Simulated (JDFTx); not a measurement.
Geometry relaxation of HfO2 (part 2 of 2)

HfO2 (Fm-3m, 3 atoms in the cell); Kohn-Sham DFT of a periodic cell, PBE with D3, PseudoDojo-SR-PBE-0.5-standard, no spin polarisation (JDFTx 1.7.0 (patched build)); cutoff 1142.88 eV, 9×9×9 k-mesh, fermi-dirac of 0.05 eV. The structure derives from an entry of the Crystallography Open Database.

Geometry of the input (Å; fractional positions):
```
0.0000  2.5575  2.5575
2.5575  0.0000  2.5575
2.5575  2.5575  0.0000
Hf 0.0000  0.0000  0.0000
O  0.7500  0.7500  0.7500
O  0.2500  0.2500  0.2500
```

**The program's output, continued**
```
-------- Electronic minimization -----------
Will mix electronic density at each iteration.
	FillingsUpdate:  mu: +0.490436391  nElectrons: 24.000000
	FillingsUpdate:  mu: +0.505704603  nElectrons: 24.000000
SCF: Cycle:  0   F: -82.363938841192152   dF: -3.063e-04   |Residual|: 1.308e-02   |deigs|: 1.937e-04
	FillingsUpdate:  mu: +0.508770612  nElectrons: 24.000000
SCF: Cycle:  1   F: -82.364114369660655   dF: -1.755e-04   |Residual|: 2.120e-03   |deigs|: 1.895e-03
	FillingsUpdate:  mu: +0.508418875  nElectrons: 24.000000
SCF: Cycle:  2   F: -82.364116963872192   dF: -2.594e-06   |Residual|: 8.209e-04   |deigs|: 1.861e-04
	FillingsUpdate:  mu: +0.508335590  nElectrons: 24.000000
SCF: Cycle:  3   F: -82.364117099134688   dF: -1.353e-07   |Residual|: 1.649e-04   |deigs|: 8.407e-05
	FillingsUpdate:  mu: +0.508359592  nElectrons: 24.000000
SCF: Cycle:  4   F: -82.364117127119826   dF: -2.799e-08   |Residual|: 5.546e-05   |deigs|: 1.324e-05
	FillingsUpdate:  mu: +0.508370230  nElectrons: 24.000000
SCF: Cycle:  5   F: -82.364117129265935   dF: -2.146e-09   |Residual|: 3.683e-05   |deigs|: 6.430e-06
	FillingsUpdate:  mu: +0.508362993  nElectrons: 24.000000
SCF: Cycle:  6   F: -82.364117131373632   dF: -2.108e-09   |Residual|: 7.643e-06   |deigs|: 4.765e-06
	FillingsUpdate:  mu: +0.508361612  nElectrons: 24.000000
SCF: Cycle:  7   F: -82.364117131574204   dF: -2.006e-10   |Residual|: 4.248e-06   |deigs|: 1.692e-06
	FillingsUpdate:  mu: +0.508362105  nElectrons: 24.000000
SCF: Cycle:  8   F: -82.364117131641336   dF: -6.713e-11   |Residual|: 2.556e-06   |deigs|: 8.272e-07
SCF: Converged (|Delta E|<1.000000e-09 for 2 iters).

Setting wave functions to eigenvectors of Hamiltonian

Computing DFT-D3 correction:
# coordination-number Hf 15.013
# coordination-number O 3.960 3.960
# diagonal-C6 Hf 420.98
# diagonal-C6 O 10.37 10.37
EvdW_6 =   -0.008906
EvdW_8 =   -0.011610
# Lattice vectors:
R =
[            0      4.77732      4.77732  ]
[      4.77732            0      4.77732  ]
[      4.77732      4.77732            0  ]
unit cell volume = 218.063

# Strain tensor in Cartesian coordinates:
[   -0.0115159            0            0  ]
[            0   -0.0115159            0  ]
[            0            0   -0.0115159  ]

# Stress tensor in Cartesian coordinates [Eh/a0^3]:
[  -5.1979e-06            0            0  ]
[            0  -5.1979e-06            0  ]
[            0            0  -5.1979e-06  ]

# Ionic positions in cartesian coordinates:
ion Hf   0.000000000032950   0.000000000032950   0.000000000032950 1
ion O   7.165977900491880   7.165977900491880   7.165977900491880 1
ion O   2.388659300185927   2.388659300185927   2.388659300185927 1

# Forces in Cartesian coordinates:
force Hf  -0.000000000000000   0.000000000000000  -0.000000000000000 1
force O   0.000000000000000   0.000000000000000  -0.000000000000000 1
force O   0.000000000000000   0.000000000000000  -0.000000000000000 1

# Energy components:
   Eewald =      -68.0166346348777324
       EH =       13.7794964040852612
     Eloc =      -47.0250016966145807
      Enl =       -2.4703250984252656
     EvdW =       -0.0205163420736572
      Exc =      -22.7378055734981928
 Exc_core =        7.3619519910877012
       KE =       36.7647178186751162
-------------------------------------
     Etot =      -82.3641171316413363
       TS =        0.0000000000000021
-------------------------------------
        F =      -82.3641171316413363

LatticeMinimize: Iter:   2  F: -82.364117131641336  |grad|_K:  3.224e-04  alpha:  1.000e+00  linmin:  1.000e+00

#--- Lowdin population analysis ---
# oxidation-state Hf +1.444
# oxidation-state O -0.677 -0.677

Computing DFT-D3 correction:
# coordination-number Hf 15.003
# coordination-number O 3.959 3.959
# diagonal-C6 Hf 420.98
# diagonal-C6 O 10.37 10.37
EvdW_6 =   -0.008902
EvdW_8 =   -0.011600

-------- Electronic minimization -----------
Will mix electronic density at each iteration.
	FillingsUpdate:  mu: +0.508362105  nElectrons: 24.000000
	FillingsUpdate:  mu: +0.508055944  nElectrons: 24.000000
SCF: Cycle:  0   F: -82.364117411053627   dF: -1.269e-07   |Residual|: 2.254e-04   |deigs|: 7.819e-07
	FillingsUpdate:  mu: +0.508002172  nElectrons: 24.000000
SCF: Cycle:  1   F: -82.364117474012815   dF: -6.296e-08   |Residual|: 3.645e-05   |deigs|: 3.384e-05
	FillingsUpdate:  mu: +0.508003425  nElectrons: 24.000000
SCF: Cycle:  2   F: -82.364117474886086   dF: -8.733e-10   |Residual|: 1.847e-05   |deigs|: 1.532e-06
	FillingsUpdate:  mu: +0.508005098  nElectrons: 24.000000
SCF: Cycle:  3   F: -82.364117475059146   dF: -1.731e-10   |Residual|: 2.652e-06   |deigs|: 1.316e-06
SCF: Converged (|Delta E|<1.000000e-09 for 2 iters).

Setting wave functions to eigenvectors of Hamiltonian

Computing DFT-D3 correction:
# coordination-number Hf 15.003
# coordination-number O 3.959 3.959
# diagonal-C6 Hf 420.98
# diagonal-C6 O 10.37 10.37
EvdW_6 =   -0.008902
EvdW_8 =   -0.011600
# Lattice vectors:
R =
[            0      4.77825      4.77825  ]
[      4.77825            0      4.77825  ]
[      4.77825      4.77825            0  ]
unit cell volume = 218.191

# Strain tensor in Cartesian coordinates:
[   -0.0113228            0            0  ]
[            0   -0.0113228            0  ]
[            0            0   -0.0113228  ]

# Stress tensor in Cartesian coordinates [Eh/a0^3]:
[ -1.99814e-07            0            0  ]
[            0 -1.99814e-07            0  ]
[            0            0 -1.99814e-07  ]

# Ionic positions in cartesian coordinates:
ion Hf   0.000000000032956   0.000000000032956   0.000000000032956 1
ion O   7.167377437577043   7.167377437577043   7.167377437577043 1
ion O   2.389125812547652   2.389125812547652   2.389125812547652 1

# Forces in Cartesian coordinates:
force Hf   0.000000000000000   0.000000000000000  -0.000000000000000 1
force O   0.000000000000000  -0.000000000000000   0.000000000000000 1
force O   0.000000000000000  -0.000000000000000   0.000000000000000 1

# Energy components:
   Eewald =      -68.0033533749742389
       EH =       13.7841447606573322
     Eloc =      -47.0414125655569961
      Enl =       -2.4698752942593498
     EvdW =       -0.0205012958031938
      Exc =      -22.7370650229812377
 Exc_core =        7.3619519820645358
       KE =       36.7619933357940241
-------------------------------------
     Etot =      -82.3641174750591460
       TS =        0.0000000000000021
-------------------------------------
        F =      -82.3641174750591460

LatticeMinimize: Iter:   3  F: -82.364117475059146  |grad|_K:  1.240e-05  alpha:  1.000e+00  linmin: -1.000e+00

#--- Lowdin population analysis ---
# oxidation-state Hf +1.445
# oxidation-state O -0.678 -0.678

Computing DFT-D3 correction:
# coordination-number Hf 15.002
# coordination-number O 3.959 3.959
# diagonal-C6 Hf 420.98
# diagonal-C6 O 10.37 10.37
EvdW_6 =   -0.008901
EvdW_8 =   -0.011599

-------- Electronic minimization -----------
Will mix electronic density at each iteration.
	FillingsUpdate:  mu: +0.508005098  nElectrons: 24.000000
	FillingsUpdate:  mu: +0.507992722  nElectrons: 24.000000
SCF: Cycle:  0   F: -82.364117475074636   dF: -3.563e-11   |Residual|: 8.322e-07   |deigs|: 2.897e-07
	FillingsUpdate:  mu: +0.507992513  nElectrons: 24.000000
SCF: Cycle:  1   F: -82.364117475355840   dF: -2.812e-10   |Residual|: 6.051e-06   |deigs|: 5.258e-07
SCF: Converged (|Delta E|<1.000000e-09 for 2 iters).

Setting wave functions to eigenvectors of Hamiltonian

Computing DFT-D3 correction:
# coordination-number Hf 15.002
# coordination-number O 3.959 3.959
# diagonal-C6 Hf 420.98
# diagonal-C6 O 10.37 10.37
EvdW_6 =   -0.008901
EvdW_8 =   -0.011599
# Lattice vectors:
R =
[            0      4.77829      4.77829  ]
[      4.77829            0      4.77829  ]
[      4.77829      4.77829            0  ]
unit cell volume = 218.196

# Strain tensor in Cartesian coordinates:
[   -0.0113157            0            0  ]
[            0   -0.0113157            0  ]
[            0            0   -0.0113157  ]

# Stress tensor in Cartesian coordinates [Eh/a0^3]:
[ -1.47755e-08            0            0  ]
[            0 -1.47755e-08            0  ]
[            0            0 -1.47755e-08  ]

# Ionic positions in cartesian coordinates:
ion Hf   0.000000000032956   0.000000000032957   0.000000000032957 1
ion O   7.167429355614724   7.167429355614724   7.167429355614724 1
ion O   2.389143118560213   2.389143118560213   2.389143118560213 1

# Forces in Cartesian coordinates:
force Hf   0.000000000000000  -0.000000000000000  -0.000000000000000 1
force O  -0.000000000000000   0.000000000000000  -0.000000000000000 1
force O   0.000000000000000  -0.000000000000000   0.000000000000000 1

# Energy components:
   Eewald =      -68.0028607854439713
       EH =       13.7843121137492464
     Eloc =      -47.0420168997888481
      Enl =       -2.4698492487189463
     EvdW =       -0.0205007379414801
      Exc =      -22.7370361482631900
 Exc_core =        7.3619519817257491
       KE =       36.7618822493255735
-------------------------------------
     Etot =      -82.3641174753558403
       TS =        0.0000000000000021
-------------------------------------
        F =      -82.3641174753558403

LatticeMinimize: Iter:   4  F: -82.364117475355840  |grad|_K:  9.170e-07  alpha:  1.000e+00  linmin: -1.000e+00
LatticeMinimize: Converged (|Delta F|<1.000000e-06 for 2 iters).

#--- Lowdin population analysis ---
# oxidation-state Hf +1.445
# oxidation-state O -0.678 -0.678

Dumping 'run.eigStats' ...
	eMin: -1.785687 at state 0 ( [ +0.000000 +0.000000 +0.000000 ] spin 0 )
	HOMO: +0.457369 at state 24 ( [ +0.000000 +0.444444 -0.444444 ] spin 0 )
	mu  : +0.507993
	LUMO: +0.603340 at state 23 ( [ +0.000000 +0.444444 +0.444444 ] spin 0 )
	eMax: +0.961105 at state 24 ( [ +0.000000 +0.444444 -0.444444 ] spin 0 )
	HOMO-LUMO gap: +0.145972
	Optical gap  : +0.150201 at state 24 ( [ +0.000000 +0.444444 -0.444444 ] spin 0 )
Done!
```

**Trajectory as extended XYZ (Å, eV, eV/Å), 5 frames, from step=0 to step=4**
```
3
Lattice="0.0000 2.5575 2.5575 2.5575 0.0000 2.5575 2.5575 2.5575 0.0000" Properties=species:S:1:pos:R:3:forces:R:3 step=0 energy=-2241.21260
Hf    0.0000    0.0000    0.0000    0.0000   0.0000   0.0000
O     3.8363    3.8363    3.8363    0.0000   0.0000   0.0000
O     1.2788    1.2788    1.2788    0.0000   0.0000   0.0000
3
Lattice="0.0000 2.5532 2.5532 2.5532 0.0000 2.5532 2.5532 2.5532 0.0000" Properties=species:S:1:pos:R:3:forces:R:3 step=1 energy=-2241.22048
Hf    0.0000    0.0000    0.0000    0.0000   0.0000   0.0000
O     3.8298    3.8298    3.8298    0.0000   0.0000   0.0000
O     1.2766    1.2766    1.2766    0.0000   0.0000   0.0000
3
Lattice="0.0000 2.5280 2.5280 2.5280 0.0000 2.5280 2.5280 2.5280 0.0000" Properties=species:S:1:pos:R:3:forces:R:3 step=2 energy=-2241.24180
Hf    0.0000    0.0000    0.0000    0.0000   0.0000   0.0000
O     3.7921    3.7921    3.7921    0.0000   0.0000   0.0000
O     1.2640    1.2640    1.2640    0.0000   0.0000   0.0000
3
Lattice="0.0000 2.5285 2.5285 2.5285 0.0000 2.5285 2.5285 2.5285 0.0000" Properties=species:S:1:pos:R:3:forces:R:3 step=3 energy=-2241.24181
Hf    0.0000    0.0000    0.0000    0.0000   0.0000   0.0000
O     3.7928    3.7928    3.7928    0.0000   0.0000   0.0000
O     1.2643    1.2643    1.2643    0.0000   0.0000   0.0000
3
Lattice="0.0000 2.5286 2.5286 2.5286 0.0000 2.5286 2.5286 2.5286 0.0000" Properties=species:S:1:pos:R:3:forces:R:3 step=4 energy=-2241.24181
Hf    0.0000    0.0000    0.0000    0.0000   0.0000   0.0000
O     3.7928    3.7928    3.7928    0.0000   0.0000   0.0000
O     1.2643    1.2643    1.2643    0.0000   0.0000   0.0000
```

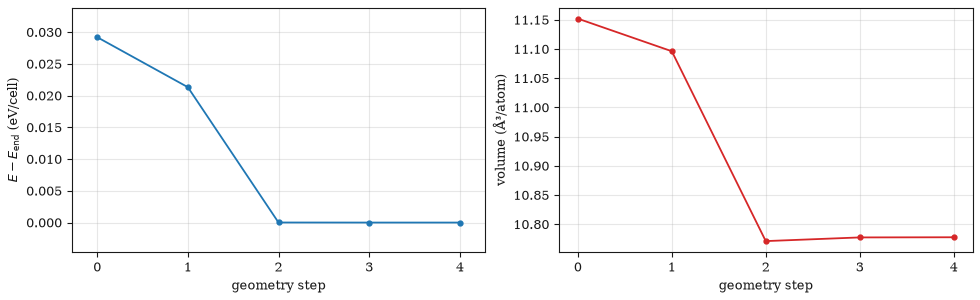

**Figure 1.** Progress of the relaxation, step by step (steps are counted from 0).

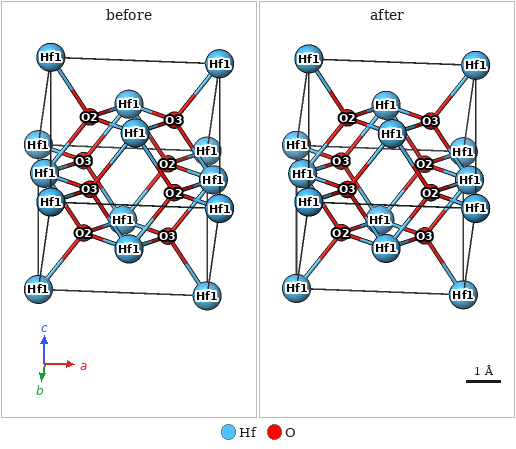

**Figure 2.** Before (left) and after (right) the relaxation, at one scale (ball-and-stick view of the cell 4 times as large as that of the calculation, set on its symmetry axes, seen at an oblique angle). The atoms keep their places relative to the cell (all moves are under 0.005 Å). The volume changes by −3.4 %, with a = b = c 5.115 → 5.057 Å (−1.1 %). Among the contacts that change: Hf1–O2 2.215 → 2.190 Å. The space group stays Fm-3m (No. 225). Over 4 geometry steps the energy falls by 29.2 meV per cell of the calculation. All forces vanish by symmetry, so only the cell relaxes. (Atoms are counted from 1 in the order of the input.)

**Summary**

| quantity | value |
| --- | --- |
| outcome | converged |
| space group (tolerance 0.01 Å) | Fm-3m (225) |
| electrons treated | 24 |
| free energy | −2241.2418 eV |
| gap on the k-point mesh | 3.97 eV |
| pressure | 0.00 GPa |
| final volume | 32.33 Å³ |
| largest force (length of the vector) at the end | under 0.001 eV/Å |
| final cell | a = 3.576 Å, b = 3.576 Å, c = 3.576 Å, α = 60.00°, β = 60.00°, γ = 60.00° |
| hardware | 1 thread of Arm Neoverse V1, 24 GiB of memory available, shared host |
| wall time | 3.6 min |
| peak memory | 0.18 GiB |

**Notes**

Spin–orbit coupling is left out, which matters for Hf.
